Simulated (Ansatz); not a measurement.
# From GeSi to SiC

System: GeSi (P6₃mc, 4 atoms in the cell).
Method of run 1: DFT PBEsol, scalar-relativistic, plane waves, PAW, no spin polarisation (Ansatz 0.2.0).
System of run 2: SiC (P6₃mc, 4 atoms in the cell).

On run 1: The structure derives from a Materials Project entry. On run 2: The structure was made by swapping elements on the sites of another compound; it need not be a known phase. It belongs to a series of runs on one base structure; here: Ge -> C on all its sites, cell and atoms relaxed. Text and figures count atoms from 1; the logs count them from 0 in places.

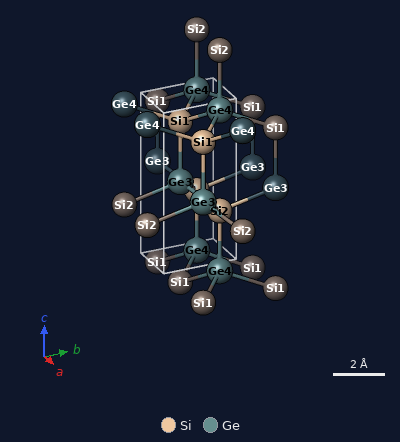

The structure as given in the input (ball-and-stick view of the cell of the calculation, repeated 2 × 1 × 1, seen slightly off an axis; neighbours outside the cell are drawn fainter; atoms are numbered from 1 in the order of the input). An atom can appear more than once, as a periodic image.

The input, run 1:
```yaml
crystal:
  lattice:
    - [3.9044512986, 0.0, 0.0]
    - [-1.9522256493, 3.3813540124, 0.0]
    - [0.0, 0.0, 6.450783]
  atoms:
    - { symbol: Si, position: [0.66666667, 0.33333333, 0.874607] }
    - { symbol: Si, position: [0.33333333, 0.66666667, 0.374607] }
    - { symbol: Ge, position: [0.66666667, 0.33333333, 0.500392] }
    - { symbol: Ge, position: [0.33333333, 0.66666667, 0.000392] }
basis:
  ecutwfc: 420
kpoints:
  mp_grid: { grid: [12, 12, 6] }
hamiltonian:
  xc: pbesol
scf:
  occupations: { method: gaussian, width: 0.02 }
output:
  forces: true
  stress: true
  eigenvalues: true
relax:
  adjacent_minimum: "off"
  f_tol: 0.005
  max_steps: 80
  cell: { stress_tol: 0.05 }
```

Launched with:
```bash
ansatz run input.yaml --threads 2 --pin off --max-ram 5120MiB --backend cpu --events-out ev --progress --plain --runs-dir out
```

Hardware: 2 threads of Arm Neoverse V1, 24 GiB of memory available, shared host.

Output, shortened to warnings, some set-up lines, iterations and results (run 1):
```
Basis set: ecut = 420 eV, 1689 PW (Γ), exchange–correlation on 54×54×90 points (8 copies of the dense FFT grid, shifted against one another)
Symmetry: 12 space group operations
k-points: 76 of 864 (time reversal used)
Initial density: superposition of atomic densities (neutral atoms: chi_scale 0, normalization atom), corrected by the library's trained network
[...]
SCF iter   1: F=—  HF=-9749.869299 eV  |F-HF|=—  |Δ(HF+E_count)|=         —  Δρ=2.65e-3  dr2=7.15e-3  ethr=1.77e-3  ⟨swp⟩=6.2  Hψ=8185  notcnv=0
SCF iter   2: F=—  HF=-9749.866513 eV  |F-HF|=—  |Δ(HF+E_count)|=   2.79e-3  Δρ=1.61e-3  dr2=2.64e-3  ethr=1.99e-5  ⟨swp⟩=2.2  Hψ=2678  notcnv=0
SCF iter   3: F=—  HF=-9749.866142 eV  |F-HF|=—  |Δ(HF+E_count)|=   3.71e-4  Δρ=6.34e-4  dr2=1.45e-4  ethr=7.34e-6  ⟨swp⟩=2.0  Hψ=3345  notcnv=0
SCF iter   4: F=—  HF=-9749.865975 eV  |F-HF|=—  |Δ(HF+E_count)|=   1.68e-4  Δρ=1.94e-4  dr2=3.44e-5  ethr=4.04e-7  ⟨swp⟩=2.0  Hψ=2647  notcnv=0
SCF iter   5: F=—  HF=-9749.865968 eV  |F-HF|=—  |Δ(HF+E_count)|=   6.30e-6  Δρ=5.56e-5  dr2=3.58e-6  ethr=9.56e-8  ⟨swp⟩=3.0  Hψ=3114  notcnv=0
[... 18 lines ...]
SCF iter   4: F=—  HF=-9749.866179 eV  |F-HF|=—  |Δ(HF+E_count)|=  1.96e-10  Δρ=5.41e-7  dr2=3.62e-10  ethr=2.68e-12  ⟨swp⟩=2.0  Hψ=2488  notcnv=0
SCF iter   5: F=—  HF=-9749.866179 eV  |F-HF|=—  |Δ(HF+E_count)|=  4.15e-10  Δρ=2.36e-7  dr2=3.72e-11  ethr=1.00e-12  ⟨swp⟩=2.9  Hψ=6420  notcnv=0
SCF iter   6: F=-9749.866179 eV  HF=-9749.866179 eV  |F-HF|=5.46e-12  |Δ(HF+E_count)|=  1.64e-11  Δρ=5.39e-8  dr2=1.25e-12  ethr=1.00e-12  ⟨swp⟩=4.0  Hψ=5330  notcnv=0
SCF 4 converged in 6 iterations: F = -9749.866179 eV  dr2 = 1.25e-12
relax step   4: F+E_penalty+E_count = -9749.86617925 eV  Δ(F+E_penalty+E_count) = +4.896e-5 eV  max|allowed force component| = 8.803e-4 eV/Å  Δτ_max = 0.0000 Å  P = +0.002 …
basis re-selected at this cell: Δ(F+E_penalty+E_count) = +4.896e-5 eV, ΔP = -0.000 GPa vs the last step (what re-selecting the basis moved, of the pressure what is left beyond the Pulay correction that the steps carried, after the strain that the cell walked since its last selection, with what the …
SCF converged after 6 iterations
Free energy (F): -9749.866179 eV
Harris-Foulkes:  -9749.866179 eV  (|F-HF|=5.46e-12)
Internal energy: -9749.866179 eV  (E = F + TS)
E sigma→0 (E₀):  -9749.866179 eV
Fermi energy:    7.822247 eV
--- Per-component energies (eV) ---
  E_band       = -305.395219
  E_kinetic    = 303.799926
  E_local      = -5301.347445  (includes V_loc(G=0)·N_el)
  E_nonlocal   = 893.330129
  E_hartree    = 2327.917877
  E_xc         = -259.384029
  E_vxc        = -223.293144  (∫ρ·V_xc dr)
  E_paw        = -4957.137419  (= ΣΔE_a)
  E_vpaw       = -633.721008  (= ΣTr[D̂ρ^β])
  E_aug_tail   = 0.000624  (compensation charges beyond the density's cutoff)
  E_ewald      = -2758.944836
  E_core_change = 1.898994  (= ΣΔE_core)
  E_smearing   = -0.000000  (= −TS)
  E_closure    = 0.000000  (closes the sum)
  Σ components = -9749.866179   (vs F -9749.866179, Δ=0.00e0)
--- Forces (eV/Å), atoms counted from 1 ---
  atom   1  Si     0.00000000    -0.00000000    -0.00088039
  atom   2  Si     0.00000000     0.00000000    -0.00088039
  atom   3  Ge     0.00000000    -0.00000000     0.00088028
  atom   4  Ge     0.00000000     0.00000000     0.00088028
  max |Σ_I F_I| component: 2.24e-7 eV/Å
--- Stress (GPa, compression-positive) ---
       -0.003564       0.000000      -0.000000
        0.000000      -0.003564       0.000000
       -0.000000       0.000000       0.011859
  P = ⅓ Tr σ = 0.0016 GPa (0.016 kbar)
--- Relaxed structure (3 steps of the walk, 3 accepted, 1 SCFs on fresh bases) ---
  F+E_penalty+E_count = -9749.86617925 eV   max|allowed force component| = 8.803e-4 eV/Å   (the final SCF, on the basis selected at the relaxed cell)
  cell:  # Å, volume = 84.8999 Å³
    - [3.9005968972854963, 0.0, 7.121446660932999e-35]
    - [-1.9502984486427482, 3.3780160029720006, -8.494606306517573e-35]
    - [-4.706311186148701e-34, 1.1295146846756881e-33, 6.44339277647228]
  atoms:
    - { symbol: Si, position: [0.6666666666666666, 0.3333333333333332, 0.8745463421981798] }
[...]
```

The input of run 2 differs as follows (lines with − go, lines with + come):
```diff
-    - [3.9044512986, 0.0, 0.0]
-    - [-1.9522256493, 3.3813540124, 0.0]
-    - [0.0, 0.0, 6.450783]
+    - [3.0765310275, 0.0, 0.0]
+    - [-1.5382655138, 2.6643540253, 0.0]
+    - [0.0, 0.0, 5.0498693132]
-    - { symbol: Si, position: [0.66666667, 0.33333333, 0.874607] }
-    - { symbol: Si, position: [0.33333333, 0.66666667, 0.374607] }
-    - { symbol: Ge, position: [0.66666667, 0.33333333, 0.500392] }
-    - { symbol: Ge, position: [0.33333333, 0.66666667, 0.000392] }
+    - { symbol: Si, position: [0.6666666667, 0.3333333333, 0.8754307452] }
+    - { symbol: Si, position: [0.3333333333, 0.6666666667, 0.3754307452] }
+    - { symbol: C, position: [0.6666666667, 0.3333333333, 0.4995682548] }
+    - { symbol: C, position: [0.3333333333, 0.6666666667, -0.0004317452] }
-  f_tol: 0.005
-  max_steps: 80
-  cell: { stress_tol: 0.05 }
+  f_tol: 0.01
+  max_steps: 60
+  cell: { stress_tol: 0.1 }
```

Predict how the results change.

The total energies belong to different systems, so their difference says nothing on which is more stable or more accurate. The gap on the mesh goes from 0.35 to 2.12 eV. The volume per atom goes from 21.22 to 10.34 Å³. The SCF takes 16 iterations over all geometry steps against 20. On the same kind of shared host run 2 took about 0.33 times as long.

Output, shortened to warnings, some set-up lines, iterations and results (run 2):
```
Basis set: ecut = 420 eV, 785 PW (Γ), exchange–correlation on 48×48×72 points (8 copies of the dense FFT grid, shifted against one another)
Symmetry: 12 space group operations
k-points: 76 of 864 (time reversal used)
Initial density: superposition of atomic densities (neutral atoms: chi_scale 0, normalization atom), corrected by the library's trained network
[...]
SCF iter   1: F=—  HF=-1737.415251 eV  |F-HF|=—  |Δ(HF+E_count)|=         —  Δρ=8.52e-3  dr2=3.66e-2  ethr=1.77e-3  ⟨swp⟩=5.8  Hψ=6283  notcnv=0
SCF iter   2: F=—  HF=-1737.405116 eV  |F-HF|=—  |Δ(HF+E_count)|=   1.01e-2  Δρ=2.41e-3  dr2=1.94e-3  ethr=2.29e-4  ⟨swp⟩=2.7  Hψ=2336  notcnv=0
SCF iter   3: F=—  HF=-1737.404587 eV  |F-HF|=—  |Δ(HF+E_count)|=   5.29e-4  Δρ=7.67e-4  dr2=1.73e-4  ethr=1.21e-5  ⟨swp⟩=2.0  Hψ=1631  notcnv=0
SCF iter   4: F=—  HF=-1737.404582 eV  |F-HF|=—  |Δ(HF+E_count)|=   5.16e-6  Δρ=1.12e-4  dr2=2.47e-6  ethr=1.08e-6  ⟨swp⟩=2.0  Hψ=1516  notcnv=0
SCF iter   5: F=—  HF=-1737.404536 eV  |F-HF|=—  |Δ(HF+E_count)|=   4.55e-5  Δρ=8.49e-6  dr2=2.65e-8  ethr=1.54e-8  ⟨swp⟩=2.0  Hψ=1515  notcnv=0
[... 14 lines ...]
SCF iter   1: F=—  HF=-1737.404593 eV  |F-HF|=—  |Δ(HF+E_count)|=         —  Δρ=5.52e-6  dr2=3.54e-9  ethr=4.42e-8  ⟨swp⟩=3.2  Hψ=8879  notcnv=0
SCF iter   2: F=—  HF=-1737.404549 eV  |F-HF|=—  |Δ(HF+E_count)|=   4.42e-5  Δρ=2.42e-6  dr2=5.78e-10  ethr=2.21e-11  ⟨swp⟩=3.2  Hψ=1911  notcnv=0
SCF iter   3: F=-1737.404549 eV  HF=-1737.404549 eV  |F-HF|=1.16e-10  |Δ(HF+E_count)|=  3.85e-10  Δρ=1.08e-6  dr2=9.35e-11  ethr=1.00e-12  ⟨swp⟩=4.9  Hψ=3882  notcnv=0
SCF 4 converged in 3 iterations: F = -1737.404549 eV  dr2 = 9.35e-11
relax step   4: F+E_penalty+E_count = -1737.40454918 eV  Δ(F+E_penalty+E_count) = +7.368e-5 eV  max|allowed force component| = 1.655e-3 eV/Å  Δτ_max = 0.0000 Å  P = +0.006 …
basis re-selected at this cell: Δ(F+E_penalty+E_count) = +7.368e-5 eV, ΔP = -0.003 GPa vs the last step (what re-selecting the basis moved, of the pressure what is left beyond the Pulay correction that the steps carried, after the strain that the cell walked since its last selection, with what the …
SCF converged after 3 iterations
Free energy (F): -1737.404549 eV
Harris-Foulkes:  -1737.404549 eV  (|F-HF|=1.16e-10)
Internal energy: -1737.404549 eV  (E = F + TS)
E sigma→0 (E₀):  -1737.404549 eV
Fermi energy:    10.634234 eV
--- Per-component energies (eV) ---
  E_band       = 56.302416
  E_kinetic    = 270.705781
  E_local      = -209.277057  (includes V_loc(G=0)·N_el)
  E_nonlocal   = 103.936317
  E_hartree    = 63.969844
  E_xc         = -209.320556
  E_vxc        = -218.401908  (∫ρ·V_xc dr)
  E_paw        = -1188.667904  (= ΣΔE_a)
  E_vpaw       = -18.600421  (= ΣTr[D̂ρ^β])
  E_aug_tail   = 0.000028  (compensation charges beyond the density's cutoff)
  E_ewald      = -568.856325
  E_core_change = 0.105322  (= ΣΔE_core)
  E_smearing   = -0.000000  (= −TS)
  E_closure    = 0.000000  (closes the sum)
  Σ components = -1737.404549   (vs F -1737.404549, Δ=0.00e0)
--- Forces (eV/Å), atoms counted from 1 ---
  atom   1  Si    -0.00000000    -0.00000000    -0.00165526
  atom   2  Si     0.00000000     0.00000000    -0.00165526
  atom   3  C      0.00000000    -0.00000000     0.00165387
  atom   4  C      0.00000000    -0.00000000     0.00165387
  max |Σ_I F_I| component: 2.80e-6 eV/Å
--- Stress (GPa, compression-positive) ---
        0.016429      -0.000000      -0.000000
       -0.000000       0.016429       0.000000
       -0.000000       0.000000      -0.013434
  P = ⅓ Tr σ = 0.0065 GPa (0.065 kbar)
--- Relaxed structure (3 steps of the walk, 3 accepted, 1 SCFs on fresh bases) ---
  F+E_penalty+E_count = -1737.40454918 eV   max|allowed force component| = 1.655e-3 eV/Å   (the final SCF, on the basis selected at the relaxed cell)
  cell:  # Å, volume = 41.3591 Å³
    - [3.075873616366421, 2.8861294944970833e-11, -2.141085489553104e-34]
    - [-1.5379368082082052, 2.6637846905892006, -6.717241842533503e-34]
    - [-1.1831858492340347e-33, 2.3429422757109597e-35, 5.047819405332064]
  atoms:
    - { symbol: Si, position: [0.6666666666666667, 0.3333333333333333, 0.8754154892767368] }
[...]
```

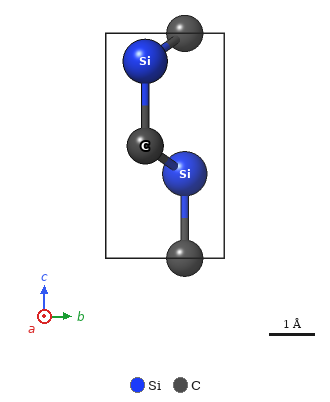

The input structure of run 2 (ball-and-stick view of the cell of the calculation, along the a axis). An atom can appear more than once, as a periodic image.

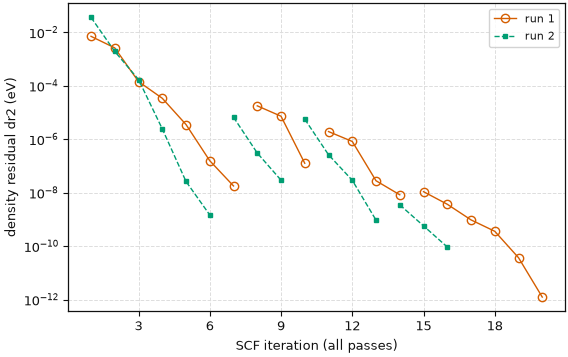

Convergence of the two runs: density residual dr2 against the SCF iteration. A break in a curve parts two SCF passes. Run 1 takes 20 iterations in all, and run 2 takes 16.

The two runs side by side:

| quantity | run 1 | run 2 |
| --- | --- | --- |
| outcome | converged | converged |
| free energy per atom (eV) | −2437.4665 | −434.3511 |
| gap on the mesh (eV) | 0.35 | 2.12 |
| pressure (GPa) | 0.00 | 0.01 |
| volume per atom (Å³) | 21.22 | 10.34 |
| largest force (eV/Å) | 0.001 | 0.002 |
| SCF iterations | 20 | 16 |
| irreducible k-points | 76 | 76 |
| wall time (shared host) | 28 s | 9.3 s |
